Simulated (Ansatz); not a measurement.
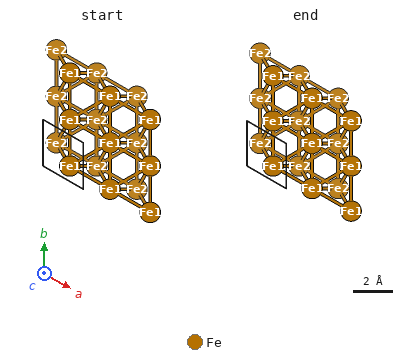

The structure of crystalline Fe (set up in P6_3/mmc) before (left) and after (right) a relaxation, at one scale.

Style: ball-and-stick. Shown: the cell of the calculation, repeated 3 × 3 × 1 with one cell outlined, along the c axis.

The run lets cell and atoms move.

Method: Kohn-Sham DFT of a periodic cell, PBEsol, Ansatz PAW (Ansatz).

Input file:
```yaml
crystal:
  lattice:
    - [2.4341575853, 0.0, 0.0]
    - [-1.2170787927, 2.1080423057, 0.0]
    - [0.0, 0.0, 3.84193447]
  atoms:
    - { symbol: Fe, position: [0.6666666667, 0.3333333333, 0.75], spin: 3.0 }
    - { symbol: Fe, position: [0.3333333333, 0.6666666667, 0.25], spin: 3.0 }
hamiltonian:
  xc: pbesol
  pseudopotentials: { kind: paw }
magnetization:
  spin_polarized: true
kpoints:
  mp_grid: { grid: [12, 12, 7] }
scf:
  occupations: { method: fermi_dirac, width: 0.05 }
output:
  forces: true
  stress: true
  eigenvalues: true
relax:
  f_tol: 0.01
  max_steps: 40
  cell: { stress_tol: 0.05, p_target: 30.0 }
```

Launched with:
```bash
ansatz run input.yaml --threads 2 --pin off --max-ram 5632MiB --backend cpu --events-out ev --progress --plain --runs-dir out
```

Question: What changed between the two?

Answer: No atom moves by more than 0.005 Å relative to the cell. Cell: a = b 2.434 → 2.364 Å (−2.9 %), c 3.842 → 3.752 Å (−2.3 %). Volume −7.9 %. Some distances before and after: Fe1–Fe1 2.434 → 2.364 Å, Fe1–Fe2 2.380 → 2.320 Å. The space group stays P6_3/mmc (No. 194). The energy rises by 63.5 meV per atom in 4 accepted moves (5 points after the start). With the target pressure of 30 GPa, the enthalpy E + pV changes by −82.3 meV per atom. All forces vanish by symmetry, so only the cell relaxes. Pressure: −1.45 GPa at the start and 29.97 GPa at the end. The SCF was repeated once at an unchanged geometry on a basis and grid sized afresh for the cell, which shifted the energy by 0.5 meV per atom at most. The program noted that the starting moments weren't kept. Cost: 18 s on 2 threads of Arm Neoverse V2, with other jobs on the host, peak memory 0.33 GiB.

Limits of the set-up: only the magnetic order of this start and cell was tried (total moment 0.0 μB per cell).
